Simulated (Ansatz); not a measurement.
**Energy of MoS2 along a strain of the cell**

System: MoS2 (P-3m1, 6 atoms in the cell).
Method: Kohn-Sham DFT of a periodic cell, PBEsol, Ansatz PAW, no spin polarisation (Ansatz 0.2.0).

The 6 runs differ only in the geometry, by a strain of the cell at fixed fractional positions. Against run 4, the strain is εzz = η. The structure derives from a Materials Project entry.

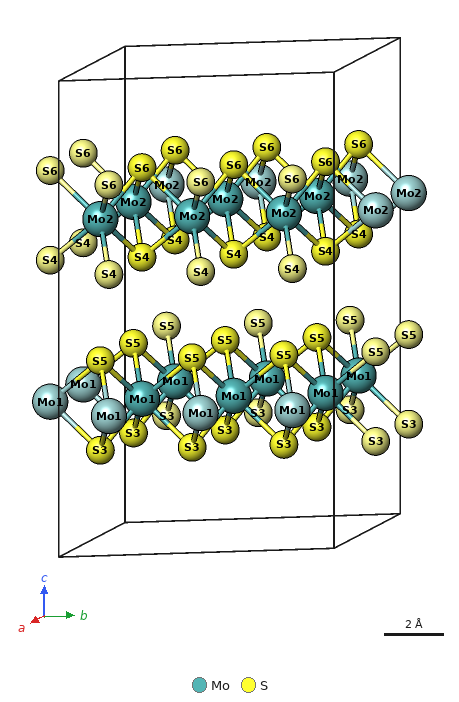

Figure 1. The structure of run 4 (ball-and-stick view of the 2 × 3 repeat of the cell, with the vacuum cut short, seen slightly off an axis; neighbours outside the cell are drawn fainter; atoms are numbered from 1 in the order of the input). An atom can appear more than once, as a periodic image.

**Input of run 4**
```yaml
crystal:
  lattice:
    - [3.184541456, 0.0, 0.0]
    - [-1.592270728, 2.7578938003, 0.0]
    - [0.0, 0.0, 21.8872400672]
  atoms:
    - { symbol: Mo, position: [0.3333333333, 0.6666666667, 0.85116023] }
    - { symbol: Mo, position: [0.6666666667, 0.3333333333, 0.14883977] }
    - { symbol: S, position: [0.6666666667, 0.3333333333, 0.77962539] }
    - { symbol: S, position: [0.3333333333, 0.6666666667, 0.077251] }
    - { symbol: S, position: [0.6666666667, 0.3333333333, 0.922749] }
    - { symbol: S, position: [0.3333333333, 0.6666666667, 0.22037461] }
hamiltonian:
  xc: pbesol
  pseudopotentials: { kind: paw }
kpoints:
  mp_grid: { grid: [8, 8, 1] }
scf:
  occupations: { method: fermi_dirac, width: 0.05 }
output:
  forces: true
  stress: true
  eigenvalues: true
```

Command:
```bash
ansatz run input.yaml --threads 2 --pin off --max-ram 5632MiB --backend cpu --events-out ev --progress --plain --runs-dir out
```

Run 5 differs from it as follows:
```diff
-    - [0.0, 0.0, 21.8872400672]
+    - [0.0, 0.0, 22.1039454144]
```

**Results, with one run withheld**

```csv
run,strain parameter η (%),"free energy per atom, from the lowest run given (meV)",pressure (GPa),gap on the mesh (eV)
1,−2.9703,3.23,−0.04,1.19
2,−1.9802,0.02,−0.96,1.31
3,−0.9901,0.00,−1.83,1.42
4,0.0000,3.04,−2.65,1.53
5,0.9901,?,?,?
6,2.9703,29.22,−4.86,1.63
```

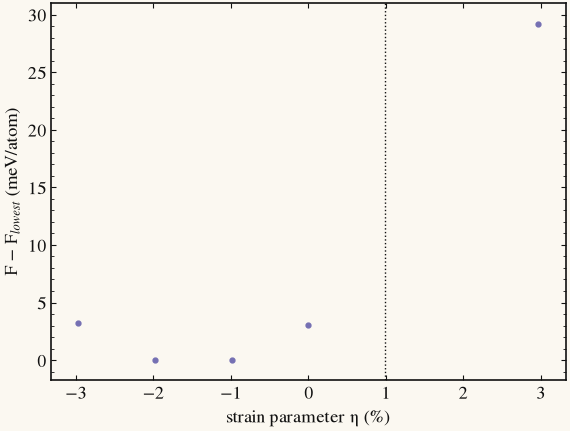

Figure 2. Free energy per atom of the runs given; the dotted line marks run 5.

Fit the runs given and predict run 5.

A cubic polynomial in the coordinate, fitted to the 5 runs given, misses them by under 0.01 meV per atom. With x = η + 0.5941, it reads F = 0.85597 + 2.7726 x + 1.5342 x² − 0.022323 x³ (meV per atom). At run 5 it gives 9.01 meV per atom, and the run itself gives 9.00. The fit has its minimum at η = −1.4805 %. The gap on the mesh goes, without turning, from 1.19 eV in run 1 to 1.63 eV in run 6; run 5 has 1.57 eV. These are gaps of this functional on this mesh, which can miss the band edges; they aren't the measured gap.

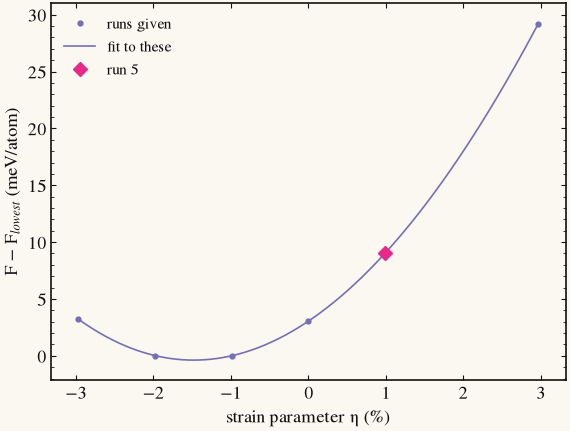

Figure 3. The fit and the withheld run.

**Output, shortened to warnings, some set-up lines, iterations and results (run 5)**
```
Basis set: ecut = 420 eV, 3841 PW (Γ), exchange–correlation on 48×48×300 points (8 copies of the dense FFT grid, shifted against one another)
Symmetry: 12 space group operations
k-points: 10 of 64
Initial density: superposition of atomic densities (neutral atoms: chi_scale 0, normalization atom), corrected by the library's trained network
[...]
SCF iter   1: F=—  HF=-13340.217453 eV  |F-HF|=—  |Δ(HF+E_count)|=         —  Δρ=5.36e-3  dr2=1.07e-1  ethr=1.77e-3  ⟨swp⟩=8.7  Hψ=1677  notcnv=0
SCF iter   2: F=—  HF=-13340.339166 eV  |F-HF|=—  |Δ(HF+E_count)|=   1.22e-1  Δρ=8.82e-3  dr2=1.29e0  ethr=2.05e-4  ⟨swp⟩=4.1  Hψ=795  notcnv=0  defer=3  recentre
SCF iter   3: F=—  HF=-13340.216392 eV  |F-HF|=—  |Δ(HF+E_count)|=   1.23e-1  Δρ=3.60e-3  dr2=4.54e-2  ethr=2.05e-4  ⟨swp⟩=3.5  Hψ=688  notcnv=0
SCF iter   4: F=—  HF=-13340.216958 eV  |F-HF|=—  |Δ(HF+E_count)|=   5.67e-4  Δρ=2.17e-3  dr2=8.76e-3  ethr=8.72e-5  ⟨swp⟩=1.9  Hψ=437  notcnv=0
SCF iter   5: F=—  HF=-13340.219032 eV  |F-HF|=—  |Δ(HF+E_count)|=   2.07e-3  Δρ=7.00e-4  dr2=3.66e-4  ethr=1.68e-5  ⟨swp⟩=2.4  Hψ=488  notcnv=0
SCF iter   6: F=—  HF=-13340.219344 eV  |F-HF|=—  |Δ(HF+E_count)|=   3.12e-4  Δρ=2.35e-4  dr2=1.64e-4  ethr=7.05e-7  ⟨swp⟩=2.5  Hψ=546  notcnv=0
SCF iter   7: F=—  HF=-13340.219359 eV  |F-HF|=—  |Δ(HF+E_count)|=   1.49e-5  Δρ=6.91e-5  dr2=1.83e-5  ethr=3.15e-7  ⟨swp⟩=2.3  Hψ=457  notcnv=0
SCF iter   8: F=—  HF=-13340.219236 eV  |F-HF|=—  |Δ(HF+E_count)|=   1.23e-4  Δρ=1.21e-5  dr2=3.83e-7  ethr=3.53e-8  ⟨swp⟩=2.0  Hψ=463  notcnv=0
SCF iter   9: F=-13340.219236 eV  HF=-13340.219236 eV  |F-HF|=1.12e-8  |Δ(HF+E_count)|=   4.98e-9  Δρ=2.56e-6  dr2=1.71e-8  ethr=1.92e-10  ⟨swp⟩=7.9  Hψ=1593  notcnv=0
SCF 1 converged in 9 iterations: F = -13340.219236 eV  dr2 = 1.71e-8
SCF converged after 9 iterations
Free energy (F): -13340.219236 eV
Harris-Foulkes:  -13340.219236 eV  (|F-HF|=1.12e-8)
Internal energy: -13340.219236 eV  (E = F + TS)
E sigma→0 (E₀):  -13340.219236 eV
Entropy (-TS):   -0.000000 eV (-0.000 meV/atom)
Fermi energy:    3.884258 eV
--- Per-component energies (eV) ---
  E_band       = -688.229491
  E_kinetic    = 1305.862755
  E_local      = -25158.698285  (includes V_loc(G=0)·N_el)
  E_nonlocal   = 402.317036
  E_hartree    = 11938.356219
  E_xc         = -748.664880
  E_vxc        = -805.559333  (∫ρ·V_xc dr)
  E_paw        = -8623.334822  (= ΣΔE_a)
  E_vpaw       = -308.869950  (= ΣTr[D̂ρ^β])
  E_aug_tail   = 0.000079  (compensation charges beyond the density's cutoff)
  E_ewald      = 7543.276267
  E_core_change = 0.666396  (= ΣΔE_core)
  E_smearing   = -0.000000  (= −TS)
  E_closure    = -0.000000  (closes the sum)
  Σ components = -13340.219236   (vs F -13340.219236, Δ=0.00e0)
--- Forces (eV/Å), atoms counted from 1 ---
  atom   1  Mo     0.00000000    -0.00000000     0.00702941
  atom   2  Mo     0.00000000     0.00000000    -0.00702941
  atom   3  S     -0.00000000    -0.00000000     0.69603808
  atom   4  S      0.00000000     0.00000000     0.67550981
  atom   5  S     -0.00000000    -0.00000000    -0.67550981
  atom   6  S     -0.00000000     0.00000000    -0.69603808
  max |Σ_I F_I| component: 8.10e-18 eV/Å
--- Stress (GPa, compression-positive) ---
       -3.283770       0.000000       0.000000
       -0.000000      -3.283770       0.000000
        0.000000       0.000000      -3.730637
  P = ⅓ Tr σ = -3.4327 GPa (-34.327 kbar)
```
